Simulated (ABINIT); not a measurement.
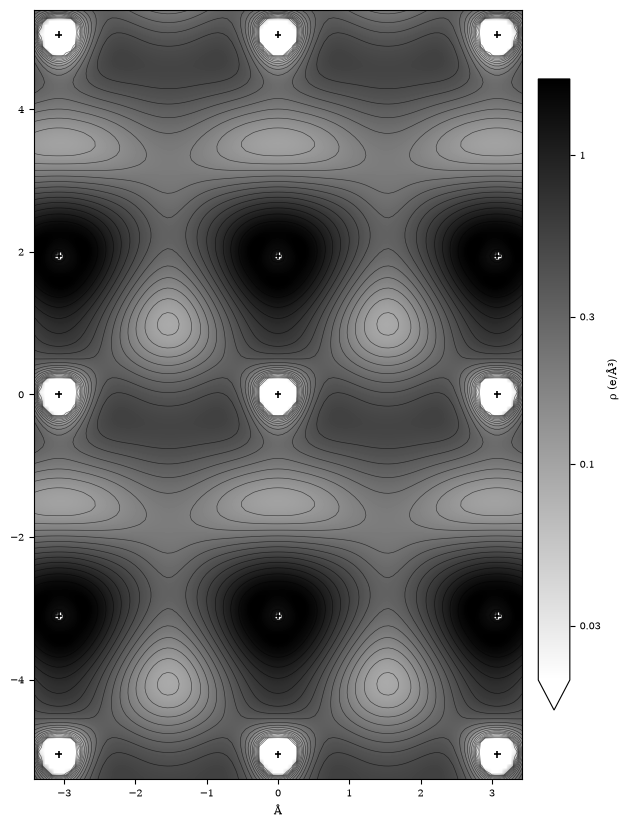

The valence pseudo-density on a plane through atoms (crosses mark nuclei in the plane).

Level of theory: Kohn-Sham DFT of a periodic cell, PBE, JTH PAW PBE v2.0 in ABINIT 10.8.3.

Candidates:
A. GaAs, a = 4.00 Å, b = 4.00 Å, c = 5.88 Å, α = 90.00°, β = 90.00°, γ = 90.00°. Space group I-4m2.
B. SiC, a = 3.08 Å, b = 3.08 Å, c = 5.05 Å, α = 90.00°, β = 90.00°, γ = 120.00°. Space group P6₃mc; not relaxed (largest force 0.7 eV/Å); computed pressure about 3 GPa in this cell.
C. Pt, a = 3.17 Å, b = 3.17 Å, c = 3.17 Å, α = 90.00°, β = 90.00°, γ = 90.00°. Space group Im-3m; a structure from a database of computed crystals, not necessarily the ambient phase.

Question: Which candidate gave the map?

Answer: Candidate B: SiC on the (100) plane of the conventional cell, which holds Si and C. Si–C (1.94 Å): ρ is about 0.81 e/Å³ halfway.
